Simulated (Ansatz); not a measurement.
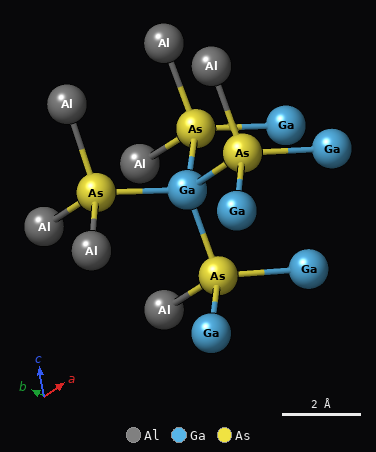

Starting structure of a crystal of Al₄₈Ga₁₆As₆₄ (a generated structure, set up in P1). A ball-and-stick model of the atoms within 4.2 Å of the atom that moves most (axes of the cell of the calculation), seen slightly off an axis.

The calculation used Ansatz 0.2.0, DFT, PBEsol, PAW, plane waves.

Settings: plane-wave cutoff 420 eV; k-point mesh 1 × 1 × 1; mesh shifted by (0.5, 0.5, 0.5); no spin polarisation; cell relaxed at fixed shape; force threshold 0.03 eV/Å; at most 80 steps.

```xyz
128
Lattice="0.0000 11.3411 11.3411 11.3411 0.0000 11.3411 11.3411 11.3411 0.0000" Properties=species:S:1:pos:R:3 pbc="T T T"
Al   22.6750   22.6723   22.6765
Al   17.0433   17.0328   22.6629
Al    5.6461    5.6614    5.6663
Al    5.7096   11.3197    5.7009
Al    5.6635   11.3533   11.3364
Al   11.3686   16.9895   17.0280
Al   11.3393   11.3617    5.6629
Al   11.3819   11.3504   11.3582
Al   11.3218   11.3569   17.0202
Al   11.3659   17.0037   11.3623
Al   17.0396   11.3455   11.3397
Al   14.1580    2.8511   11.3423
Al   14.1832   14.1694    5.6837
Al   14.1800    8.5305   16.9855
Al   14.2038   19.8301   11.3646
Al    8.5137   19.8404   11.3296
Al    8.4973    8.4937    5.6587
Al   19.8264   14.2106   17.0093
Al    8.5201   14.1833   11.3638
Al   14.1732    8.4837    5.7012
Al   14.1791    8.5066   11.3517
Al   14.1605   14.1645   11.3349
Al   14.1743   14.1978   16.9792
Al   14.1820   22.6496   14.1791
Al   14.1702    5.6905   14.1310
Al   14.1557   17.0256    8.5022
Al   14.1805   11.3546   19.8425
Al    8.5215    5.6861    2.8626
Al   19.8389   11.3648   14.1914
Al    8.5075   11.3277    8.5029
Al   19.8214   16.9945   19.7938
Al   14.2080    5.6921    8.5300
Al   14.1735   11.3402    8.4967
Al   14.1719   11.3337   14.1989
Al   14.1951   17.0106   14.1525
Al   11.3317   14.1673    2.8473
Al   11.3365    8.5009   19.8170
Al    5.6947   14.1681   14.1834
Al    5.6719    8.4604    2.8334
Al    5.6445    8.4715    8.4794
Al   17.0048   14.1815   19.8547
Al   11.3290    2.8218    8.5244
Al   11.3306   19.8159   14.1935
Al   11.3479    8.5033    8.4927
Al   11.3409   14.1857    8.4941
Al   11.3189   14.1889   14.1847
Al   17.0249    8.5289    8.5000
Al   17.0065   14.1429   14.1719
Ga   11.3357    5.6800   17.0030
Ga    5.6686    0.0162    5.6819
Ga    5.6544    5.6844   11.3312
Ga   11.3197    5.6163   11.3369
Ga   16.9947   17.0111   17.0158
Ga    8.5072   14.1981   16.9899
Ga   19.8480   14.1473   11.3416
Ga    8.5241    8.5026   11.3312
Ga    8.5170    8.5012   16.9847
Ga    8.5348   11.3535   19.8569
Ga    8.4871    5.6891    8.5100
Ga    8.5255    5.6985   14.1762
Ga    8.4530   11.3665   14.1980
Ga    5.6698    2.8572    8.5243
Ga   17.0236   19.8228   14.1723
Ga   11.3321    8.5326   14.2048
As    1.4521    1.4552    1.4395
As    1.4132    7.1094    7.1061
As    7.0830    1.4191    7.1057
As    7.0626    7.0612    1.3684
As    7.1204    7.1028    7.0821
As    7.0955    7.0727   12.7877
As    7.0679   12.7835    7.0884
As    7.0784   12.7579   12.8138
As   12.8050    7.0659    7.1200
As   12.7371    7.1490   12.7437
As   12.7680   12.7356    7.1295
As   12.7362   12.7723   12.7861
As   12.7464   12.7925   18.4497
As   12.7553   18.4176   12.7347
As   18.4454   12.7600   12.7722
As   18.4421   18.4540   18.4153
As    4.2369    4.2697    1.4426
As    4.2604    4.2521    7.0917
As    4.2310    9.9245    7.0836
As    4.2437    9.9449   12.7455
As    9.9110    4.2673    7.0692
As    9.9068    4.2369   12.7616
As    9.9100    9.8912    1.4359
As    9.9110    9.9213    7.0820
As    9.9061    9.9187   12.7380
As    9.9520    9.9215   18.4232
As    9.9248   15.5868    7.0702
As    9.9294   15.5665   12.7548
As   15.6005    9.9053    7.0701
As   15.5804    9.9462   12.7518
As   15.6023   15.6077   12.7730
As   15.6148   15.6107   18.4256
As    4.2352    1.4198    4.2400
As    4.2461    7.0967    4.2837
As    4.2502    7.0729    9.9383
As    4.2464   12.7640    9.9095
As    9.8919    1.4283    9.8859
As    9.9224    7.0800    4.3001
As    9.9183    7.1051    9.9232
As    9.9485    7.0880   15.5786
As    9.9453   12.7675    4.2361
As    9.9443   12.7794    9.8681
As    9.9468   12.7573   15.5944
As    9.9144   18.4428    9.9331
As   15.5766    7.1053    9.9184
As   15.5871   12.7604    9.9048
As   15.5749   12.7314   15.6101
As   15.6215   18.4206   15.6252
As    1.4235    4.2716    4.2699
As    1.4416    9.9244    9.9413
As    7.0907    4.2163    4.2711
As    7.0856    4.2476    9.9495
As    7.0841    9.9334    4.2604
As    7.1246    9.9184    9.9455
As    7.0993    9.8879   15.5819
As    7.0787   15.5896    9.9512
As   12.8004    4.2362    9.9572
As   12.7426    9.9362    4.2509
As   12.7573    9.9237    9.9213
As   12.7673    9.9139   15.6423
As   12.7917   15.5740    9.9155
As   12.7278   15.5548   15.5946
As   18.4134    9.9117    9.9234
As   18.4187   15.5915   15.6013
```

**Predict the outcome.**

The atom that moves furthest is Ga52 (0.067 Å along [2 −1 2]). Largest moves by element: Ga 0.067 Å, As 0.065 Å, Al 0.060 Å. The cell doesn't change. Among the contacts that change: Al12–As121 2.383 → 2.457 Å, Ga52–As74 2.517 → 2.455 Å, Al21–As74 2.421 → 2.457 Å, Al42–As121 2.494 → 2.459 Å. Bond angles that change, for instance: As74–Ga52–As103 105.7° → 109.6°, Al25–As74–Ga52 106.3° → 109.4°, Al42–As121–Ga52 106.6° → 109.6°. The space group stays P1 (No. 1). After 3 geometry steps the energy has fallen by 0.740 eV per cell of the calculation. The largest force component goes from 0.74 to 0.014 eV/Å. Pressure: 0.10 GPa at the start and 0.01 GPa at the end.

After the run, drawn alike:

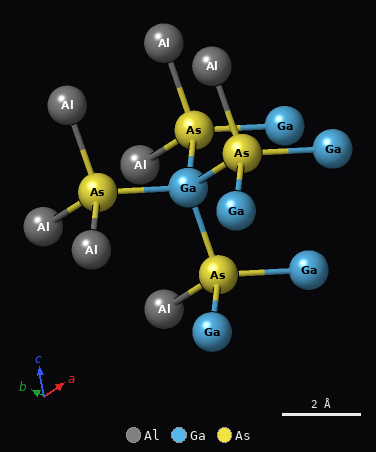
